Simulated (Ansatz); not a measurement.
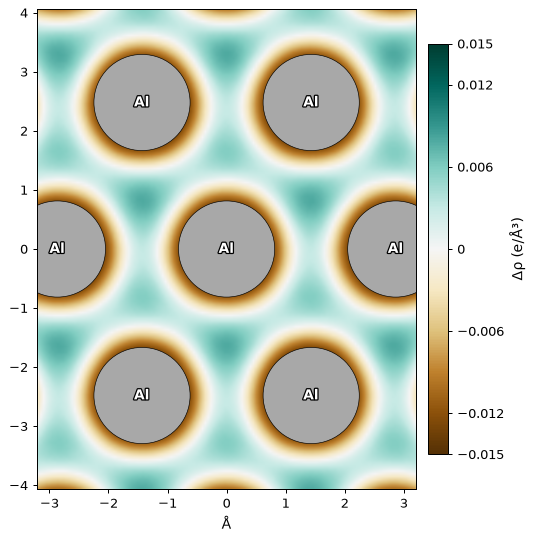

Al. Difference of the valence pseudo-densities of two functionals at the same geometry, on the (001) plane of the calculation cell: r2SCAN less LDA.

Space group P6₃/mmc; a structure from a database of computed crystals, not necessarily the ambient phase.

Both computed with Ansatz (plane waves, PAW), on the same k-point mesh. Grey discs cover the atomic cores.

```cif
data_structure
_symmetry_space_group_name_H-M 'P 1'
_symmetry_Int_Tables_number 1
_cell_length_a 2.8643
_cell_length_b 2.8643
_cell_length_c 9.3069
_cell_angle_alpha 90.000
_cell_angle_beta 90.000
_cell_angle_gamma 120.000
_cell_volume 66.12
loop_
_atom_site_label
_atom_site_type_symbol
_atom_site_fract_x
_atom_site_fract_y
_atom_site_fract_z
_atom_site_occupancy
Al1 Al 0.66667 0.33333 0.75000 1
Al2 Al 0.00000 0.00000 0.50000 1
Al3 Al 0.33333 0.66667 0.25000 1
Al4 Al 0.00000 0.00000 0.00000 1
```

### Where does the change of functional move the electrons?

Against LDA, r2SCAN gives less density around Al (−0.006 e/Å³ on average at 1.0 Å from the nucleus) and more density in the space between the atoms (+0.005 e/Å³ on average).
